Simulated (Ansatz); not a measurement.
```yaml
crystal:
  lattice:
    - [2.09000, -2.09000, 0.00000]
    - [2.09000, 4.18000, 2.09000]
    - [0.00000, -2.09000, 2.09000]
  atoms:
    - { symbol: Ni, position: [0.25000, 0.75000, 0.25000] }
    - { symbol: Ni, position: [0.75000, 0.25000, 0.75000] }
    - { symbol: O, position: [0.00000, 0.00000, 0.00000] }
    - { symbol: O, position: [0.50000, 0.50000, 0.50000] }
```

Space group Fm-3m; computed pressure about 10 GPa in this cell; Hubbard U of 5.8 eV on Ni d only; spin-polarised.

Level of theory: DFT, PBE+U, PAW, plane waves, scalar-relativistic (Ansatz).

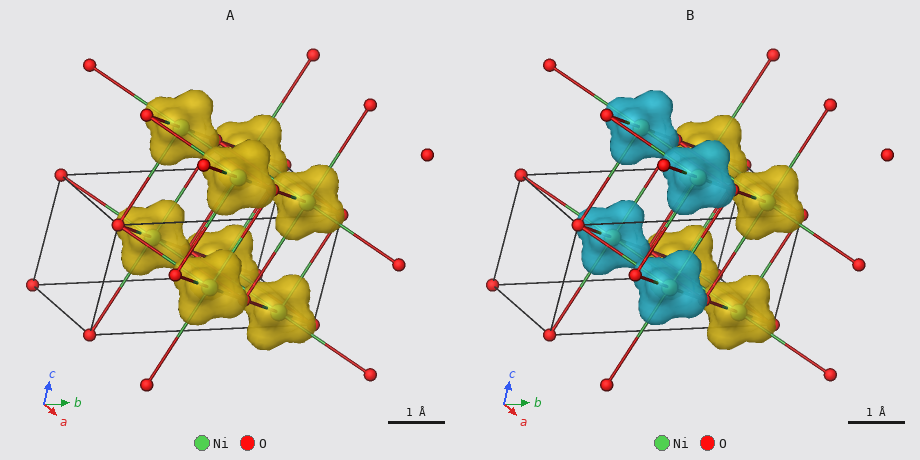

NiO. Spin density of two self-consistent states of the same cell, at +0.4 (yellow) and −0.4 e/Å³ (cyan).

Core electrons are frozen (PAW), and the valence fields are smoothed inside the atomic spheres.

> Which magnetic state is the more stable, and how do they differ?

State A: parallel main moments (a ferromagnetic arrangement) in this solution; Ni: +1.7 μB (×2) in one cell of 4 atoms, with smaller moments on O (up to +0.21 μB). State B: antiferromagnetic in this solution, which needn't be the ground state, with some nearest magnetic neighbours parallel and some opposed; Ni: +1.7 μB and −1.7 μB in one cell of 4 atoms. State B lies lower by 53 meV per atom.
